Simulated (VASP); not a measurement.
**Run report: MoS2, geometry relaxation (part 2 of 2)**

MoS2 (slab, 3 atoms in the cell); Kohn-Sham DFT of a periodic cell, PBEsol, VASP PAW PBE potentials, recommended, no spin polarisation (VASP 6.6.1); cutoff 600 eV, 12×12×1 k-mesh, Gaussian smearing of 0.03 eV. The structure derives from an entry of the Crystallography Open Database.

Geometry of the input (Å; fractional positions):
```
3.1690  0.0000  0.0000
-1.5845  2.7444  0.0000
0.0000  0.0000  21.1303
S  0.3333  0.6667  0.4259
S  0.3333  0.6667  0.5741
Mo 0.6667  0.3333  0.5000
```

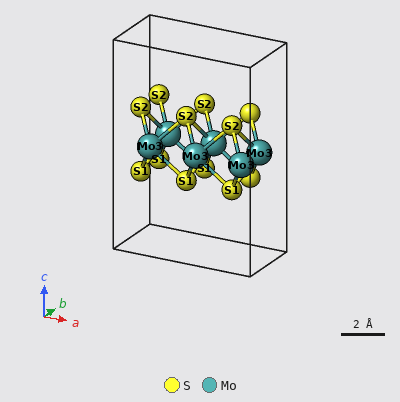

The geometry at step 1 of the log (ball-and-stick view of the 3 × 2 repeat of the cell, with the vacuum cut short, seen slightly off an axis; atoms are numbered from 1 in the order of the input).

**Parts of OUTCAR, continued**
```
   k-points           NKPTS =     19   k-points in BZ     NKDIM =     19   number of bands    NBANDS=     17
   number of dos      NEDOS =    301   number of ions     NIONS =      3
   total plane-waves  NPLWV = 141120
   dimension x,y,z NGX =    28 NGY =   28 NGZ =  180
   dimension x,y,z NGXF=    56 NGYF=   56 NGZF=  360
   ions per type =               2   1
   NGX,Y,Z   is equivalent  to a cutoff of  14.69, 14.69, 14.16 a.u.
   NGXF,Y,Z  is equivalent  to a cutoff of  29.38, 29.38, 28.32 a.u.
 SYSTEM =  MoS2
   PREC   = accura    normal or accurate (medium, high low for compatibility)
   ISTART =      0    job   : 0-new  1-cont  2-samecut
   ICHARG =      2    charge: 1-file 2-atom 10-const
   ISPIN  =      1    spin polarized calculation?
   LNONCOLLINEAR =      F non collinear calculations
   LSORBIT =      F    spin-orbit coupling
   LASPH  =      T    aspherical Exc in radial PAW
   ENCUT  =  600.0 eV  44.10 Ry    6.64 a.u.   6.33  6.33 42.20*2*pi/ulx,y,z
   NELM   =     80;   NELMIN=  2; NELMDL= -5     # of ELM steps
   EDIFF  = 0.1E-05   stopping-criterion for ELM
   LREAL  =      F    real-space projection
   EDIFFG = -.1E-01   stopping-criterion for IOM
   NSW    =     90    number of steps for IOM
   IBRION =      2    ionic relax: 0-MD 1-quasi-New 2-CG
   NFREE  =      1    steps in history (QN), initial steepest desc. (CG)
   ISIF   =      3    stress and relaxation
   ISYM   =      2    0-nonsym 1-usesym 2-fastsym
   POTIM  = 0.5000    time-step for ionic-motion
   TEBEG  =    0.0;   TEEND  =   0.0 temperature during run
   PSTRESS=    0.0 pullay stress
   NELECT =      26.0000    total number of electrons
   NUPDOWN=      -1.0000    fix difference up-down
   EMIN   =  10.00;   EMAX   =-10.00  energy-range for DOS
   EFERMI =   0.00;   METHOD = LEGACY
   ISMEAR =     0;   SIGMA  =   0.03  broadening in eV -4-tet -1-fermi 0-gaus
   EFERMI_NEDOS =   21; number of points for ismear=-14 and -15
   IALGO  =     38    algorithm
   IMIX   =      4    mixing-type and parameters
     AMIX     =   0.40;   BMIX     =  1.00
     AMIX_MAG =   1.60;   BMIX_MAG =  1.00
  volume/ion in A,a.u.               =      61.26       413.39
  Fermi-wavevector in a.u.,A,eV,Ry     =   0.853046  1.612023  9.900786  0.727687
  Thomas-Fermi vector in A             =   1.969428
   LORBIT       =      0    0 simple, 1 ext, 2 COOP (PROOUT), +10 PAW based schemes
   GGA     = PS    functional components
   LHFCALC =     F    Hartree Fock is set to
   AEXX    =    0.0000 exact exchange contribution
   IVDW    =     0    specifies the selected vdW correction
   LEPSILON=     F    determine dielectric tensor
   LRPA    =     F    only Hartree local field effects (RPA)
 conjugate gradient relaxation of ions
 non-spin polarized calculation
 Gauss-broadening in eV      SIGMA  =   0.03
  energy-cutoff  :      600.00
  volume of cell :      183.77
 maximum number of plane-waves:      6163
 NGX is ok and might be reduce to    28
   NGX = 13   NGY = 13   NGZ = 85

--------------------------------------- Ionic step        1  -------------------------------------------

 number of electron      26.0000000 magnetization

 Free energy of the ion-electron system (eV)
  ---------------------------------------------------
  ext. energy  EPLUGINS =         0.00000000
  ---------------------------------------------------
  free energy    TOTEN  =       -23.41364705 eV

  energy without entropy =      -23.41364705  energy(sigma->0) =      -23.41364705

------------------------ aborting loop because EDIFF is reached ----------------------------------------

  FORCE on cell =-STRESS in cart. coord.  units (eV):
  Direction    XX          YY          ZZ          XY          YZ          ZX
  --------------------------------------------------------------------------------------
  -------------------------------------------------------------------------------------
  Total       -1.1611851     -1.1611851     -0.9943585     -0.0000000     -0.0000000     -0.0000000
  in kB      -10.1235152    -10.1235152     -8.6690774     -0.0000000     -0.0000000     -0.0000000
  external PRESSURE =      -9.6387026 kB  Pullay stress =       0.0000000 kB

 VOLUME and BASIS-vectors are now :
 -----------------------------------------------------------------------------
  energy-cutoff  :      600.00
  volume of cell :      183.77
      direct lattice vectors                 reciprocal lattice vectors
     3.169000000  0.000000000  0.000000000     0.315556958  0.182186895  0.000000000
    -1.584500000  2.744434500  0.000000000     0.000000000  0.364373790  0.000000000
     0.000000000  0.000000000 21.130296000     0.000000000  0.000000000  0.047325414

 POSITION                                       TOTAL-FORCE (eV/Angst)
 -----------------------------------------------------------------------------------
     -0.00000      1.82962      9.00000        -0.000000      0.000000      0.311043
     -0.00000      1.82962     12.13030        -0.000000      0.000000     -0.311043
      1.58450      0.91481     10.56515         0.000000     -0.000000      0.000000
 -----------------------------------------------------------------------------------
    total drift:                               -0.000013      0.000008      0.000000

  FREE ENERGIE OF THE ION-ELECTRON SYSTEM (eV)
  ---------------------------------------------------
  free  energy   TOTEN  =       -23.4136470533 eV

  energy  without entropy=      -23.4136470533  energy(sigma->0) =      -23.41364705

--------------------------------------- Ionic step        2  -------------------------------------------

 number of electron      26.0000001 magnetization

------------------------ aborting loop because EDIFF is reached ----------------------------------------

  FORCE on cell =-STRESS in cart. coord.  units (eV):
  Direction    XX          YY          ZZ          XY          YZ          ZX
  --------------------------------------------------------------------------------------
  -------------------------------------------------------------------------------------
  Total        1.3575117      1.3575117      1.1711487      0.0000000      0.0000000      0.0000000
  in kB       12.2898298     12.2898297     10.6026477      0.0000000      0.0000000      0.0000000
  external PRESSURE =      11.7274357 kB  Pullay stress =       0.0000000 kB

 VOLUME and BASIS-vectors are now :
 -----------------------------------------------------------------------------
  energy-cutoff  :      600.00
  volume of cell :      176.97
      direct lattice vectors                 reciprocal lattice vectors
     3.109825632  0.000000000  0.000000000     0.321561437  0.185653583  0.000000000
    -1.554912816  2.693187995  0.000000000     0.000000000  0.371307165  0.000000000
     0.000000000  0.000000000 21.130296000     0.000000000  0.000000000  0.047325414

 POSITION                                       TOTAL-FORCE (eV/Angst)
 -----------------------------------------------------------------------------------
     -0.00000      1.79546      9.01501        -0.000000     -0.000000     -0.384045
     -0.00000      1.79546     12.11529        -0.000000     -0.000000      0.384045
      1.55491      0.89773     10.56515         0.000000      0.000000      0.000000
 -----------------------------------------------------------------------------------
    total drift:                               -0.000013      0.000007      0.000000

  FREE ENERGIE OF THE ION-ELECTRON SYSTEM (eV)
  ---------------------------------------------------
  free  energy   TOTEN  =       -23.4099943255 eV

  energy  without entropy=      -23.4099943255  energy(sigma->0) =      -23.40999433

--------------------------------------- Ionic step        3  -------------------------------------------

 number of electron      26.0000000 magnetization

 Free energy of the ion-electron system (eV)
  ---------------------------------------------------
  ext. energy  EPLUGINS =         0.00000000
  ---------------------------------------------------
  free energy    TOTEN  =       -23.42634534 eV

  energy without entropy =      -23.42634534  energy(sigma->0) =      -23.42634534

 E-fermi :  -1.8876     XC(G=0):  -3.6654     alpha+bet : -3.9979

 val. band max:       -2.1800229437   @ k =   0.3333   0.3333   0.0000
 cond. band min:      -0.3706002985   @ k =   0.3333   0.3333   0.0000
 fundamental gap:      1.8094226452
 Fermi energy:        -1.8876162613

 k-point     1 :       0.0000    0.0000    0.0000
  band No.  band energies     occupation
      1     -62.8778      2.00000
      2     -37.0903      2.00000
      3     -36.8268      2.00000
      4     -36.8268      2.00000
      5     -16.3998      2.00000
      6     -15.0381      2.00000
      7      -7.9682      2.00000
      8      -4.7974      2.00000
      9      -4.7974      2.00000
     10      -4.0336      2.00000
     11      -3.6392      2.00000
     12      -3.6392      2.00000
     13      -2.2562      2.00000
     14       0.7186      0.00000
     15       0.7186      0.00000
     16       0.9937      0.00000
     17       0.9937      0.00000

 k-point     2 :       0.0833    0.0000    0.0000
  band No.  band energies     occupation
      1     -62.8747      2.00000
      2     -37.0844      2.00000
      3     -36.8567      2.00000
      4     -36.8336      2.00000
      5     -16.2900      2.00000
      6     -14.9933      2.00000
      7      -7.8445      2.00000
      8      -5.0376      2.00000
      9      -4.6827      2.00000
     10      -4.5088      2.00000
     11      -3.8123      2.00000
     12      -3.3310      2.00000
     13      -2.2997      2.00000
     14       0.5733      0.00000
     15       0.6826      0.00000
     16       0.8684      0.00000
     17       0.9086      0.00000

 k-point     3 :       0.1667    0.0000    0.0000
  band No.  band energies     occupation
      1     -62.8664      2.00000
      2     -37.0683      2.00000
      3     -36.9375      2.00000
      4     -36.8519      2.00000
      5     -15.9773      2.00000
      6     -14.8658      2.00000
      7      -7.5345      2.00000
      8      -5.5837      2.00000
      9      -5.1786      2.00000
     10      -4.3627      2.00000
     11      -4.2181      2.00000
     12      -3.2511      2.00000
     13      -2.5183      2.00000
     14       0.1874      0.00000
     15       0.5117      0.00000
     16       0.5800      0.00000
     17       1.3404      0.00000

 k-point     4 :       0.2500   -0.0000    0.0000
  band No.  band energies     occupation
      1     -62.8551      2.00000
      2     -37.0463      2.00000
      3     -37.0462      2.00000
      4     -36.8769      2.00000
      5     -15.5131      2.00000
      6     -14.6780      2.00000
      7      -7.3162      2.00000
      8      -6.0396      2.00000
      9      -5.8617      2.00000
     10      -4.6707      2.00000
     11      -3.9146      2.00000
     12      -3.5206      2.00000
     13      -2.9546      2.00000
     14       0.0324      0.00000
     15       0.2999      0.00000
     16       0.8466      0.00000
     17       1.7803      0.00000

 k-point     5 :       0.3333   -0.0000    0.0000
  band No.  band energies     occupation
      1     -62.8437      2.00000
      2     -37.1534      2.00000
      3     -37.0240      2.00000
      4     -36.9018      2.00000
      5     -14.9888      2.00000
      6     -14.4707      2.00000
      7      -7.5717      2.00000
      8      -6.4929      2.00000
      9      -6.1398      2.00000
     10      -5.0502      2.00000
     11      -3.8423      2.00000
     12      -3.4689      2.00000
     13      -3.2096      2.00000
     14       0.1625      0.00000
     15       0.2231      0.00000
     16       1.3406      0.00000
     17       2.0933      0.00000

 [... the levels of 13 k-points are left out ...]

 k-point    19 :       0.3333    0.3333    0.0000
  band No.  band energies     occupation
      1     -62.8266      2.00000
      2     -37.1524      2.00000
      3     -37.1027      2.00000
      4     -36.9907      2.00000
      5     -14.0742      2.00000
      6     -14.0589      2.00000
      7      -7.7757      2.00000
      8      -6.9122      2.00000
      9      -6.3803      2.00000
     10      -5.7649      2.00000
     11      -5.1275      2.00000
     12      -4.3789      2.00000
     13      -2.1800      2.00000
     14      -0.3706      0.00000
     15       0.8851      0.00000
     16       1.5450      0.00000
     17       2.9685      0.00000

------------------------ aborting loop because EDIFF is reached ----------------------------------------

  FORCE on cell =-STRESS in cart. coord.  units (eV):
  Direction    XX          YY          ZZ          XY          YZ          ZX
  --------------------------------------------------------------------------------------
  -------------------------------------------------------------------------------------
  Total       -0.0102874     -0.0102874     -0.0067586      0.0000000      0.0000000     -0.0000000
  in kB       -0.0912940     -0.0912940     -0.0599781      0.0000000      0.0000000     -0.0000000
  external PRESSURE =      -0.0808554 kB  Pullay stress =       0.0000000 kB

 VOLUME and BASIS-vectors are now :
 -----------------------------------------------------------------------------
  energy-cutoff  :      600.00
  volume of cell :      180.54
      direct lattice vectors                 reciprocal lattice vectors
     3.141010684  0.000000000  0.000000000     0.318368863  0.183810349  0.000000000
    -1.570505342  2.720195042  0.000000000     0.000000000  0.367620698  0.000000000
     0.000000000  0.000000000 21.130296000     0.000000000  0.000000000  0.047325414

 POSITION                                       TOTAL-FORCE (eV/Angst)
 -----------------------------------------------------------------------------------
     -0.00000      1.81346      9.00710        -0.000000     -0.000000     -0.004441
     -0.00000      1.81346     12.12320        -0.000000     -0.000000      0.004441
      1.57051      0.90673     10.56515         0.000000      0.000000      0.000000
 -----------------------------------------------------------------------------------
    total drift:                               -0.000013      0.000008      0.000000

  FREE ENERGIE OF THE ION-ELECTRON SYSTEM (eV)
  ---------------------------------------------------
  free  energy   TOTEN  =       -23.4263453401 eV

  energy  without entropy=      -23.4263453401  energy(sigma->0) =      -23.42634534

 reached required accuracy - stopping structural energy minimisation
```

**CONTCAR**
```
MoS2
   1.00000000000000
     3.1410106842102783    0.0000000000000000    0.0000000000000000
    -1.5705053421051391    2.7201950416132523    0.0000000000000000
     0.0000000000000000    0.0000000000000000   21.1302960000000013
  S               Mo
     2     1
Direct
     0.3333333300000021    0.6666666699999979    0.4262646163638509
     0.3333333300000021    0.6666666699999979    0.5737353836361491
     0.6666666699999979    0.3333333300000021    0.5000000000000000

  0.00000000E+00  0.00000000E+00  0.00000000E+00
  0.00000000E+00  0.00000000E+00  0.00000000E+00
  0.00000000E+00  0.00000000E+00  0.00000000E+00
```

**Trajectory as extended XYZ (Å, eV, eV/Å), 3 frames, from step=0 to step=2**
```
3
Lattice="3.1690 0.0000 0.0000 -1.5845 2.7444 0.0000 0.0000 0.0000 21.1303" Properties=species:S:1:pos:R:3:forces:R:3 step=0 energy=-23.41365
S     0.0000    1.8296    9.0000    0.0000   0.0000   0.3110
S     0.0000    1.8296   12.1303    0.0000   0.0000  -0.3110
Mo    1.5845    0.9148   10.5651    0.0000   0.0000   0.0000
3
Lattice="3.1098 0.0000 0.0000 -1.5549 2.6932 0.0000 0.0000 0.0000 21.1303" Properties=species:S:1:pos:R:3:forces:R:3 step=1 energy=-23.40999
S     0.0000    1.7955    9.0150    0.0000   0.0000  -0.3840
S     0.0000    1.7955   12.1153    0.0000   0.0000   0.3840
Mo    1.5549    0.8977   10.5651    0.0000   0.0000   0.0000
3
Lattice="3.1410 0.0000 0.0000 -1.5705 2.7202 0.0000 0.0000 0.0000 21.1303" Properties=species:S:1:pos:R:3:forces:R:3 step=2 energy=-23.42635
S     0.0000    1.8135    9.0071    0.0000   0.0000  -0.0044
S     0.0000    1.8135   12.1232    0.0000   0.0000   0.0044
Mo    1.5705    0.9067   10.5651    0.0000   0.0000   0.0000
```

**Key numbers**

- outcome: converged
- electrons treated: 26
- free energy: −23.4263 eV
- Fermi energy: −1.888 eV
- gap on the k-point mesh: 1.81 eV
- final volume: 180.54 Å³
- largest force (length of the vector) at the end: 0.004 eV/Å
- hardware: 2 threads of AMD EPYC (Zen 5), 450 GiB of memory available, shared host
- wall time: 1.8 min (CPU time 3.5 min)
- peak memory: 0.39 GiB
